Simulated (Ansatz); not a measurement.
Sn: single-point calculation

The run: single-point calculation of Sn (slab, 4 atoms in the cell). Method and program: DFT PBE, scalar-relativistic, plane waves, PAW, no spin polarisation (Ansatz 0.2.0).

The structure derives from an entry of the Crystallography Open Database. Figures and captions count atoms from 1; the log counts them from 0 in places.

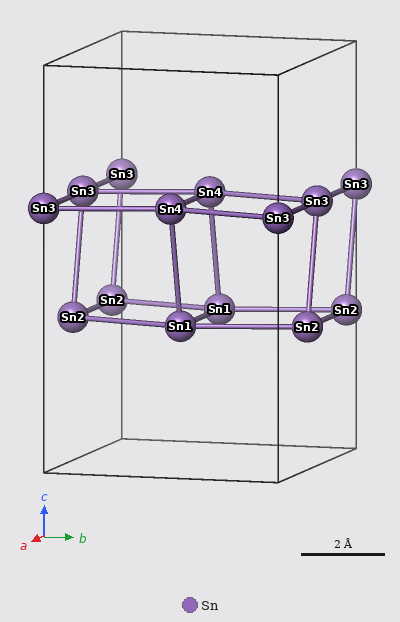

The structure as given in the input (ball-and-stick view of the 2 × 1 repeat of the cell, with the vacuum cut short, seen slightly off an axis; atoms are numbered from 1 in the order of the input). Near neighbours in the crystal (not all of them lie inside the picture): Sn has 5 Sn at 3.08 to 3.21 Å.

Key numbers:

| quantity | value |
| --- | --- |
| outcome | converged |
| electrons treated | 56 |
| free energy | −24095.7310 eV |
| work function, top face | 3.88 eV |
| work function, bottom face | 3.88 eV |
| Fermi energy | 0.781 eV |
| gap on the k-point mesh | none (metallic) |
| work function (upper face) | 3.88 eV |
| largest force (length of the vector) | 0.278 eV/Å |
| hardware | 1 thread of Arm Neoverse V2, 24 GiB of memory available, shared host |
| wall time | 24 s |
| peak memory | 0.53 GiB |

Remarks:

The program warns: the exchange-correlation potential is rough where the density is thin.

The input:
```yaml
crystal:
  lattice:
    - [3.2137631472, 0.0, 0.0]
    - [0.0, 5.9459077624, 0.0]
    - [0.0, 0.0, 17.9729538812]
  atoms:
    - { symbol: Sn, position: [0.5, 0.5, 0.4172936764] }
    - { symbol: Sn, position: [0.25, 0.0, 0.4172936764] }
    - { symbol: Sn, position: [0.0, 0.0, 0.5827063236] }
    - { symbol: Sn, position: [0.75, 0.5, 0.5827063236] }
basis:
  ecutwfc: 420
kpoints:
  mp_grid: { grid: [11, 6, 1] }
hamiltonian:
  xc: pbe
scf:
  occupations: { method: gaussian, width: 0.1 }
output:
  forces: true
  stress: true
  eigenvalues: true
  write_density: true
  write_potential: true
  elf: true
  volumetric_format: npy
efield:
  axis: 3
  dipole_correction: true
```

Run as:
```bash
ansatz run input.yaml --threads 1 --pin off --max-ram 2560MiB --backend cpu --events-out ev --progress --plain --runs-dir out
```

What the program printed:
```
Engine: ansatz 0.2.0, aarch64-unknown-linux-gnu
Pseudopotentials: kind: paw
Pseudopotential: Sn, paw, valence charge 14, recommended cutoff 420 eV (normal), Sn.paw.azcp
Functional definition: PBE
  parameter kappa = 0.804
  parameter beta = 0.06672455060314922
  exchange = pbe_x(kappa = kappa, mu = beta*pi^2/3)
  correlation = pbe_c(beta = beta)
Crystal: 4 atoms, lattice volume = 343.440 Å³
Basis set: ecut = 420 eV, 6745 PW (Γ), exchange–correlation on 48×80×250 points (8 copies of the dense FFT grid, shifted against one another)
Bands: 34, of which v1, the nominal top of the filled ones, is band 28 counted from 1 (27 counted from 0)
Symmetry: 4 space group operations
k-points: 24 of 66
Non-local potential: Sn, projectors of the file, l = 0: 2, l = 1: 2, l = 2: 2, l = 3: 2
PAW form: soft (Blöchl's): semilocal exchange-correlation on the pseudo side does not see the compensation charge
PAW one-centre angular grid: Sn, 590 points (default); XC on 64 Gauss nodes
Initial density: superposition of atomic densities (neutral atoms: chi_scale 0, normalization atom), corrected by the library's trained network
Initial wavefunctions: pseudopotential atomic-orbital guess
Functional: x = pbe(κ = 0.804, μ = 0.2195149727645171), c = pbe(β = 0.06672455060314922)
SCF iter   1: F=—  HF=-24095.734766 eV  |F-HF|=—  |Δ(HF+E_count)|=         —  Δρ=1.11e-3  dr2=1.26e-2  ethr=1.77e-3  p=-0.000 e·Å  D=-1.48e-14 V/Å  ΔV_dip=0.00 eV  dr2_dipole=7.42e-8  V_vac-E_F(+/−)=4.06/4.06 eV  ⟨swp⟩=8.0  Hψ=3688  notcnv=0
efield: sawtooth ramp at fractional position 0.9500 (placed from the atoms, in the widest stretch of the axis that holds none; the zero of the levels goes with the place), width 0.1000; the density the first Hamiltonian is built on has a dipole p = -0.000 e·Å; the dipole correction subtracts the counter field D = -1.48e-14 V/Å, which shifts the + side's vacuum level by +0.00 eV against the − side's; the planar-averaged density in the ramp window peaks in size at 4.4e-5 e/Å³
preconditioner: auto → LDOS  [metal: Δε(μ)=0.048 eV  Ē_g=18.829 eV  σ=0.100 eV  W_gap=0.26  n_scr=34 (ndim 8)  ℏωp=15.0 eV  f_vac=0.597  D(μ)=4.85/eV (n_scr^D=22)  β→1.0]
SCF iter   2: F=—  HF=-24095.731177 eV  |F-HF|=—  |Δ(HF+E_count)|=   3.59e-3  Δρ=6.63e-4  dr2=1.41e-3  ethr=2.24e-5  p=0.000 e·Å  D=7.97e-6 V/Å  ΔV_dip=-0.00 eV  dr2_dipole=7.20e-8  V_vac-E_F(+/−)=3.93/3.93 eV  ⟨swp⟩=2.3  Hψ=1729  notcnv=0  defer=14
SCF iter   3: F=—  HF=-24095.731300 eV  |F-HF|=—  |Δ(HF+E_count)|=   1.23e-4  Δρ=4.14e-4  dr2=9.37e-4  ethr=2.52e-6  p=0.000 e·Å  D=2.55e-6 V/Å  ΔV_dip=-0.00 eV  dr2_dipole=8.66e-11  V_vac-E_F(+/−)=3.91/3.91 eV  ⟨swp⟩=2.0  Hψ=1487  notcnv=0  defer=14
SCF iter   4: F=—  HF=-24095.730978 eV  |F-HF|=—  |Δ(HF+E_count)|=   3.22e-4  Δρ=7.14e-5  dr2=2.31e-5  ethr=1.67e-6  p=0.000 e·Å  D=1.04e-6 V/Å  ΔV_dip=-0.00 eV  dr2_dipole=1.28e-10  V_vac-E_F(+/−)=3.89/3.89 eV  ⟨swp⟩=2.0  Hψ=1462  notcnv=0  defer=14
SCF iter   5: F=—  HF=-24095.730957 eV  |F-HF|=—  |Δ(HF+E_count)|=   2.15e-5  Δρ=4.17e-5  dr2=1.49e-5  ethr=4.13e-8  p=0.000 e·Å  D=2.86e-7 V/Å  ΔV_dip=-0.00 eV  dr2_dipole=4.30e-11  V_vac-E_F(+/−)=3.89/3.89 eV  ⟨swp⟩=2.0  Hψ=1476  notcnv=0  defer=15
SCF iter   6: F=—  HF=-24095.730954 eV  |F-HF|=—  |Δ(HF+E_count)|=   2.72e-6  Δρ=8.70e-6  dr2=2.43e-7  ethr=2.67e-8  p=0.000 e·Å  D=5.49e-8 V/Å  ΔV_dip=-0.00 eV  dr2_dipole=1.60e-12  V_vac-E_F(+/−)=3.89/3.89 eV  ⟨swp⟩=2.0  Hψ=1450  notcnv=0  defer=15
SCF iter   7: F=-24095.730955 eV  HF=-24095.730955 eV  |F-HF|=9.34e-9  |Δ(HF+E_count)|=   7.93e-7  Δρ=2.03e-6  dr2=1.67e-8  ethr=1.79e-10  p=0.000 e·Å  D=1.26e-8 V/Å  ΔV_dip=-0.00 eV  dr2_dipole=4.33e-13  V_vac-E_F(+/−)=3.88/3.88 eV  ⟨swp⟩=17.3  Hψ=6489  notcnv=0
SCF 1 converged in 7 iterations: F = -24095.730955 eV  dr2 = 1.67e-8
  greatest PAW one-centre occupation: 0.991 electrons in one spin orbital (limit 2), on the Sn atom at site 0 (counted from 0), in its partial waves of l = 2
WARN: The output density's exchange-correlation potential varies sharply where the density is thin. Do not read a vacuum level from v_tot or v_xc, or from such a field of the output density. On a cell that repeats whose density bears no net charge and no dipole along the vacuum's axis use v_es (v_loc + v_h of the components); under efield.dipole_correction with no amplitude use v_es + v_field, which holds any external_charges[].barrier, or the levels of the report's work_function block, which leave it out; under a non-zero efield.amplitude the vacuum is tilted and has no level; on a cell that repeats and bears such a dipole with no correction it is tilted too, and efield.dipole_correction with no amplitude gives each side of its ramp a level where efield: is served; in a cell that repeats whose density bears a net charge (total_charge, or a fill off its count) it is curved and has none; of a slab under crystal.periodic whose density bears no net charge use v_es, which has a level on each side, short of where the two are joined; of another it falls or rises all the way out and has none; of a slab beside external_charges read slab_vacuum_level instead, which it has where they leave it neutral. The grid or the basis barely resolves most such structure, and the values can differ between equally converged runs; as a rule a tighter scf.convergence.dr2_threshold does not remove it. Where the density itself ripples (under the LDA too) a higher basis.ecutwfc lessens it. The files hold the spikes' plane waves up to the density's cutoff. Files: v_tot_of_output_density and the like, and their columns of v_z.tsv (output.write_potential); v_xc_of_output_density and the like, and their columns of v_comp_z.tsv (output.write_potential_components). Measured: with its Gaussian average of σ = 0.25 Å subtracted twice, the exchange-correlation potential is over 0.1 eV at 218 of the grid points where the equally averaged density (valence and model cores) is under 1e-3 e/Å³, and 0.365 eV at the most among them, at an averaged density of 2.5e-8 e/Å³. The input density's (outcome.potential() and, of a run that writes arrays, v_tot and v_xc) is over 0.1 eV, so measured, at 4 points of its own thin density, 0.103 eV at the most. See output.write_potential in the manual, Limitations
SCF converged after 7 iterations
Free energy (F): -24095.730955 eV
Harris-Foulkes:  -24095.730955 eV  (|F-HF|=9.34e-9)
Internal energy: -24095.707035 eV  (E = F + TS)
E sigma→0 (E₀):  -24095.718995 eV
Entropy (-TS):   -0.023920 eV (-5.980 meV/atom)
Fermi energy:    0.781212 eV
Dipole field:    D = 0.000001 V/Å  (p = 0.000001 e·Å, saw-weighted, corrected)
Work function:   Φ+ = 3.8845 eV   Φ− = 3.8845 eV
Levels:          The Fermi level and band energies are counted from a zero that moves with the ramp; work functions are not
--- Per-component energies (eV) ---
  E_band       = -883.567083
  E_kinetic    = 741.388792
  E_local      = -25368.652312  (includes V_loc(G=0)·N_el)
  E_nonlocal   = -130.386951
  E_hartree    = 12835.078413
  E_xc         = -1528.155952
  E_vxc        = -380.835630  (∫ρ·V_xc dr)
  E_paw        = -16541.535016  (= ΣΔE_a)
  E_vpaw       = -1415.224840  (= ΣTr[D̂ρ^β])
  E_aug_tail   = -0.000002  (compensation charges beyond the density's cutoff)
  E_efield     = 0.000000  (sawtooth field / dipole correction)
  E_vefield    = 0.000000  (∫n·V_field dr)
  E_ewald      = 5896.555992
  E_smearing   = -0.023920  (= −TS)
  E_closure    = 0.000000  (closes the sum)
  Σ components = -24095.730955   (vs F -24095.730955, Δ=0.00e0)
--- Forces (eV/Å), atoms counted from 1 ---
  atom   1  Sn    -0.00492063     0.00000000     0.27759230
  atom   2  Sn     0.00492063     0.00000000     0.27759230
  atom   3  Sn    -0.00492047     0.00000000    -0.27759238
  atom   4  Sn     0.00492047     0.00000000    -0.27759238
  max |Σ_I F_I| component: 1.46e-7 eV/Å
--- Stress (GPa, compression-positive) ---
       -1.097164       0.000000       0.000000
        0.000000       0.271164       0.000000
        0.000000       0.000000      -0.770076
  P = ⅓ Tr σ = -0.5320 GPa (-5.320 kbar)
--- Band table (eV; the first three rows and the last of 24) ---
  k-point 0: bands = ["-20.8568", "-20.8303", "-20.8054", "-20.8051", "-20.7709", "-20.7589", "-20.7280", "-20.7002", "-20.6432", "-20.6333", "-20.6319", "-20.6319", "-20.6318", "-20.6280", "-20.6217", "-20.6198", "-20.6141", "-20.6090", "-20.5842", "-20.5122", "-9.4413", "-7.7562", "-6.0769", "-4.2350", "-3.2822", "-2.2518", "-1.9407", "0.6409", "1.3733", "4.0735", "4.6843", "4.7441", "4.9047", "5.3999"]
  k-point 1: bands = ["-20.8468", "-20.8265", "-20.8063", "-20.8062", "-20.7755", "-20.7515", "-20.7236", "-20.6940", "-20.6723", "-20.6514", "-20.6473", "-20.6313", "-20.6199", "-20.6186", "-20.6183", "-20.6165", "-20.6049", "-20.5988", "-20.5874", "-20.5184", "-9.3220", "-7.6377", "-6.6392", "-4.8847", "-2.4717", "-2.1322", "-1.0325", "0.2789", "1.4931", "4.1363", "4.1887", "5.0211", "5.2989", "5.5006"]
  k-point 2: bands = ["-20.8215", "-20.8163", "-20.8088", "-20.8045", "-20.7874", "-20.7329", "-20.7198", "-20.7104", "-20.6790", "-20.6733", "-20.6661", "-20.6380", "-20.6188", "-20.6177", "-20.6104", "-20.6030", "-20.5994", "-20.5871", "-20.5838", "-20.5357", "-8.9644", "-7.5660", "-7.2813", "-5.8648", "-1.7807", "-0.8996", "-0.3505", "0.7104", "1.8471", "3.2491", "3.5190", "4.5441", "5.0151", "5.4179"]
  k-point 23: bands = ["-20.8022", "-20.8022", "-20.7754", "-20.7754", "-20.7291", "-20.7291", "-20.7160", "-20.7160", "-20.6785", "-20.6785", "-20.6623", "-20.6623", "-20.6210", "-20.6210", "-20.5702", "-20.5702", "-20.5442", "-20.5442", "-20.5397", "-20.5397", "-5.6638", "-5.6638", "-4.4669", "-4.4669", "-2.2168", "-2.2168", "-1.3701", "-1.3701", "1.3449", "1.3449", "3.7779", "3.7779", "3.8778", "3.8778"]
```

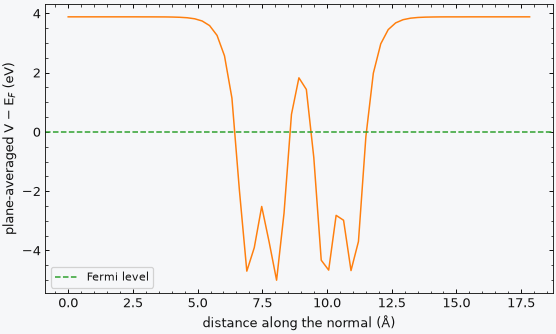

Plane average of the electrostatic potential energy of an electron across the cell, from the Fermi level. The vacuum level lies 3.88 eV above the Fermi level.

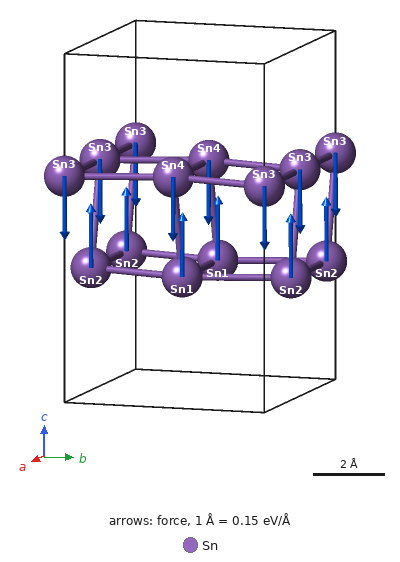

Forces on the atoms as blue arrows (ball-and-stick view of the 2 × 1 repeat of the cell, with the vacuum cut short, seen slightly off an axis; atoms are numbered from 1 in the order of the input). The largest act on all 4 Sn atoms (0.28 eV/Å). The geometry is not a stationary point of this energy.

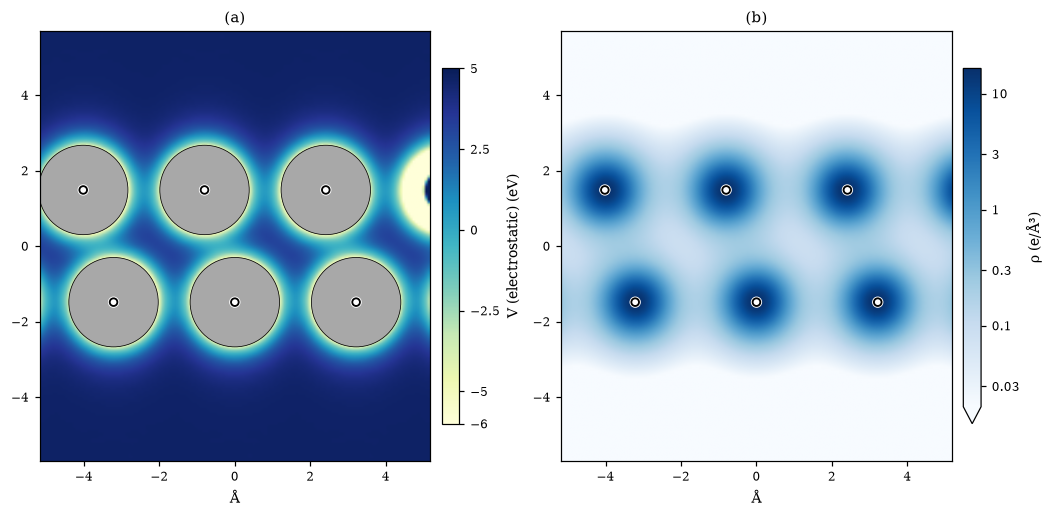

(a) electrostatic potential (local pseudopotential plus Hartree) felt by an electron; (b) valence electron density on the (010) plane of the calculation cell, a cut from vacuum to vacuum. Circles mark the nuclei in the plane (Sn). Grey discs, where drawn, cover atomic cores. The plane passes through Sn nuclei. Sn–Sn (3.08 Å): ρ is about 0.23 e/Å³ halfway. Sn–Sn (3.21 Å): ρ is about 0.18 e/Å³ halfway. The density dies away to nearly zero in the vacuum. Core electrons are frozen (PAW), so the fields are smoothed inside the atomic spheres.

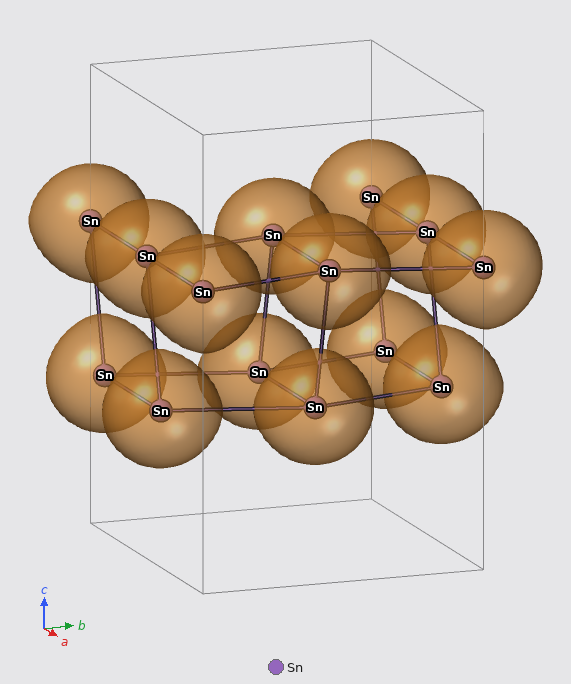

Isosurface of the valence charge density (pseudo) at 0.3 e/Å³ (orange), seen slightly off an axis. Sticks mark near contacts. At this value the density breaks into separate islands; it holds about 80 % of the electrons treated as valence (semicore included). It is pinched off along the Sn–Sn (3.08 Å) and Sn–Sn (3.21 Å) contacts. On the grid the lowest density along these lines, outside the cores, is 0.23 e/Å³ (Sn–Sn, 3.08 Å) and 0.18 e/Å³ (Sn–Sn, 3.21 Å).
